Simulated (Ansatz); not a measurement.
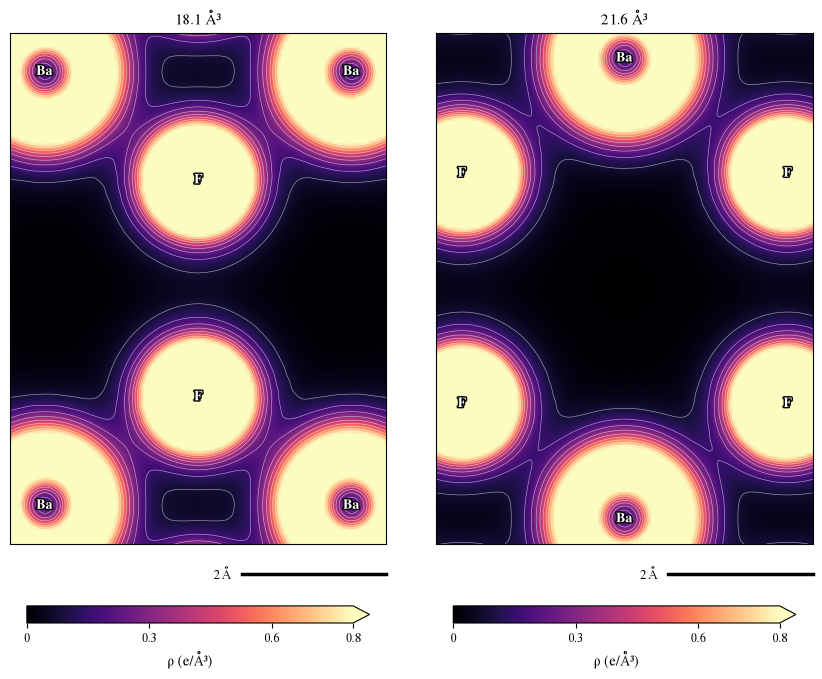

BaF₂. The valence pseudo-density of cells scaled evenly to different volumes (given per atom above each panel), on the (11̄0) plane of each (indices in the axes of the cell below), at one length scale and on one colour scale.

Started from the fluorite prototype, which need not be the ambient phase.

Computed with Ansatz, DFT, r2SCAN with spin-orbit coupling, plane waves, PAW.

The density is the valence pseudo-density of a PAW calculation; it isn't the true density close to the nuclei.

The largest cell:

```
CELL_PARAMETERS angstrom
0.00000 3.19008 3.19008
3.19008 0.00000 3.19008
3.19008 3.19008 0.00000
ATOMIC_POSITIONS crystal
Ba 0.00000 0.00000 0.00000
F 0.25000 0.25000 0.25000
F 0.75000 0.75000 0.75000
```

| volume (Å³/atom) | Ba–F contact in the plane (Å) | ρ at its midpoint (e/Å³) | pressure (GPa) | gap on the mesh (eV) | 
| --- | --- | --- | --- | --- |
| 18.08 | 2.602 | 0.282 | 6.9 | 7.77 | 
| 21.02 | 2.736 | ? | ? | ? | 
| 21.64 | 2.763 | 0.196 | −4.4 | 7.03 | 

### What values belong in the row with question marks?

Over the known rows ln ρ falls by 2.26 per Å of Ba–F distance (the line through the two), which gives 0.208 e/Å³ at 2.736 Å; the calculation gives 0.208 e/Å³. For the pressure, a straight line in volume between the neighbouring rows gives −2.4 GPa; the calculation gives −3.1, lower because pressure rises ever faster on compression. For the gap on the mesh, a straight line in volume between the neighbouring rows gives 7.16 eV; the calculation gives 7.15.
